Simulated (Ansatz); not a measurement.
## A failed many-body run on CdS (Greenockite)

A first try at the G0W0 gap of CdS (Greenockite), what the program said, and an input that works.

Program: Ansatz 0.2.0. Level of theory: G0W0 on PBE, plane waves, PAW. Results are calculated unless marked as measured.

### 1. The starting structure

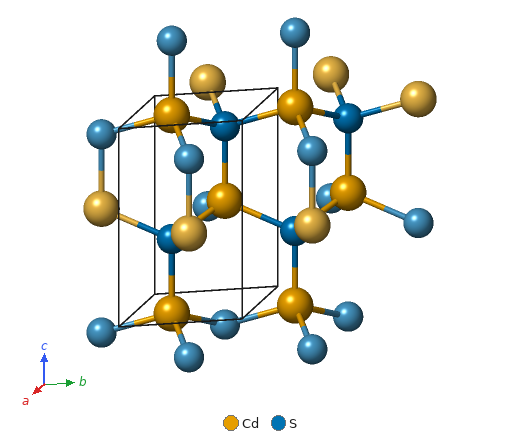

Start, viewed slightly off an axis; cadmium orange, sulfur blue. 1×2×1 cells are drawn. Some periodic images of atoms are drawn too.

The cell and positions come from the Crystallography Open Database and are kept as given unless a step says otherwise. The default PAW set here is soft_2. Its files were made with PBE.

### 2. First try

The input, input.yaml:

```yaml
crystal:
  lattice:
    - [4.137, 0.0, 0.0]
    - [-2.0685, 3.5827470955, 0.0]
    - [0.0, 0.0, 6.7144]
  atoms:
    - { symbol: Cd, position: [0.6666666667, 0.3333333333, 0.0] }
    - { symbol: Cd, position: [0.3333333333, 0.6666666667, 0.5] }
    - { symbol: S, position: [0.6666666667, 0.3333333333, 0.375] }
    - { symbol: S, position: [0.3333333333, 0.6666666667, 0.875] }
kpoints:
  mp_grid: { grid: [6, 6, 2] }
hamiltonian:
  xc: pbe
scf:
  occupations: { method: fixed }
gw:
  n_empty_bands: 4
  ecut_chi: 60
  qp_bands: [v1, c9]
  qp_kpoints: band_edges
  screening: { model: contour_deformation }
```

Command:

```sh
ansatz run input.yaml --threads 3 --pin off --max-ram 92160MiB --backend cpu --events-out ev --progress --plain --runs-dir out
```

Numbers of over 12 decimals in the logs are rounded to 6 here.

What it wrote:

```text
Error: invalid value for `gw.qp_bands`: [v1, c9] must end among the 30 bands that are solved (gw.n_empty_bands), of which c4 is the highest
```

Elapsed: 0.08 s, on 3 threads of AMD EPYC 7R13 (Zen 3), shared host; peak memory 0.1 GiB.

Q: What is the fault?

The input was rejected at the start.

The program's message: “Error: invalid value for `gw.qp_bands`: [v1, c9] must end among the 30 bands that are solved (gw.n_empty_bands), of which c4 is the highest”

The fault: window above the summed bands. Levels can be corrected only among the bands that are solved.

### 3. A better input

Now the one-shot GW correction: screening in the RPA, then the self-energy of the levels asked for.

Changes to input.yaml since step 2:

```diff
@@ -17,5 +17,5 @@
 gw:
-  n_empty_bands: 4
+  n_empty_bands: 105
   ecut_chi: 60
-  qp_bands: [v1, c9]
+  qp_bands: [v2, c2]
   qp_kpoints: band_edges
```

Command:

```sh
ansatz run input.yaml --threads 3 --pin off --max-ram 92160MiB --backend cuda --events-out ev --progress --plain --runs-dir out --devices 1 --max-vram 13GiB
```

What it wrote:

```text
GPUs: using 1 of 1 available (devices: 1).
[...]
device memory: the entry about to start is reckoned to put 0.9 GiB on a device that reports 44.0 GiB free (of which the cap on the GPU budget leaves the run 13.0 GiB)
GPU FFT provider: cuFFT
GPU libraries: cuBLAS 13.8.2, cuFFT 12.4.0, cuSOLVER 12.3.4
Crystal: 4 atoms, lattice volume = 99.520 Å³
Basis set: ecut = 420 eV, 1943 PW (Γ)
Bands: 32, of which v1, the nominal top of the filled ones, is band 26 counted from 1 (25 counted from 0)
Symmetry: 12 space group operations
[...]
k-points: 14 of 72
[...]
GPU buffer pool allocated for 40500 grid points (all kernels)
GPU transforms: local potential and band sums: pruned to the plane-wave sphere, on 27×27×45
[...]
SCF iter   1: F=—  HF=-18315.619712 eV  |F-HF|=—  |Δ(HF+E_count)|=         —  Δρ=6.08e-4  dr2=4.38e-4  ethr=1.77e-3  ⟨swp⟩=4.0  Hψ=1522  notcnv=0  defer=54
[...]
0    25      6.8662   -20.8228     2.4813   -18.0644  0.7504     6.5866     6.5890  root
     0    26      6.8662   -20.8228     2.4813   -18.0644  0.7504     6.5866     6.5890  root
     0    27      8.0854    -8.7159    -3.3312   -12.4553  0.7887     8.4986     8.4936  root
     0    28      9.6690    -8.1983    -3.6892   -12.4422  0.7853    10.2348    10.2237  root
     1    25      6.4678   -20.2923     2.6019   -17.3517  0.7475     6.1254     6.1292  root
     1    26      6.4678   -20.2923     2.6019   -17.3517  0.7475     6.1254     6.1292  root
     1    27      9.7287    -8.7118    -3.6003   -12.8607  0.7798    10.2881    10.2773  root
     1    28      9.7287    -8.7118    -3.6003   -12.8607  0.7798    10.2881    10.2773  root
[...]
13    25      5.7464   -19.2572     2.8054   -16.0294  0.7390     5.3172     5.3241  root
    13    26      5.7464   -19.2572     2.8054   -16.0294  0.7390     5.3172     5.3241  root
    13    27     11.2761    -8.3301    -4.0278   -13.0227  0.7727    11.9609    11.9409  root
    13    28     11.2761    -8.3301    -4.0278   -13.0227  0.7727    11.9609    11.9409  root
[key lines of the parts left out:]
SCF converged after 6 iterations
Free energy (F): -18315.621335 eV
Fermi energy:    6.866229 eV
```

Elapsed: 12 s, on 1 × NVIDIA H100 80GB HBM3 (shared by 6 runs) with 3 threads; peak memory 1.1 GiB.

The column dr2 measures how far the density is from self-consistency, as an energy; F and HF (Harris–Foulkes) agree once it is small.

This step gave:

| Item | Value |
| --- | --- |
| bands summed | 131 |
| RPA ε∞ on this mesh (eigenvalues) | 7.022, 7.022, 7.176 |
| plane waves in the screening matrix | 99 |
| q-points in the mesh | 72 |
| G0W0 gap on the mesh | 1.905 eV |
| k of the valence top | 0, 0, 0 |
| k of the conduction bottom | 0, 0, 0 |
| starting gap on the mesh | 1.219 eV |
| Z at the valence top | 0.7504 |
| Z at the conduction bottom | 0.7887 |
| least direct G0W0 gap on the computed points | 1.905 eV |

The gap on the mesh goes from 1.22 eV to 1.90 eV, a correction of +0.69 eV. Between the two edge states, bare exchange in place of the xc potential would open the gap by 6.50 eV, and correlation takes back 5.81 eV.

### 4. What came out

```json
{"first try": "refused after 0.08 s", "better run": "G0W0 gap on the mesh 1.90 eV (6×6×2 mesh, 105 empty bands, screening to 60 eV)"}
```

What this shows: The second run differs in: empty bands and levels asked. Bands and cutoff are finite, so the gap is not at the basis limit. The miss can reach some tenths of an eV and take either sign; the mesh is an error of its own. The 6×6×2 mesh is coarse for this cell (its supercell is 13 Å along the shortest edge). The RPA ε∞ on it, from the PBE start, is 7.02 and 7.18; such meshes misread the long-range screening, most where the gap is narrow. The many-body steps are scalar-relativistic: spin-orbit coupling is not in them.

[Paths, hosts, dates, memory and timing lines, banners, echoed tables and standing remarks are left out of the program output.]

[Logs are printed without paths, hosts, clocks, repeated set-up lines and the standing remarks that a program may print on its own settings, such as how far it seeks lower states.]

[Runs of the session that timed out or met a known fault of the program may be left out.]

[Cells called generated may have been cut or substituted from an entry of the Crystallography Open Database or the Materials Project.]

[Hosts, paths, dates, database ids (printed as entryN), source tags and the programs' standing remarks are cut or masked in the printed files.]
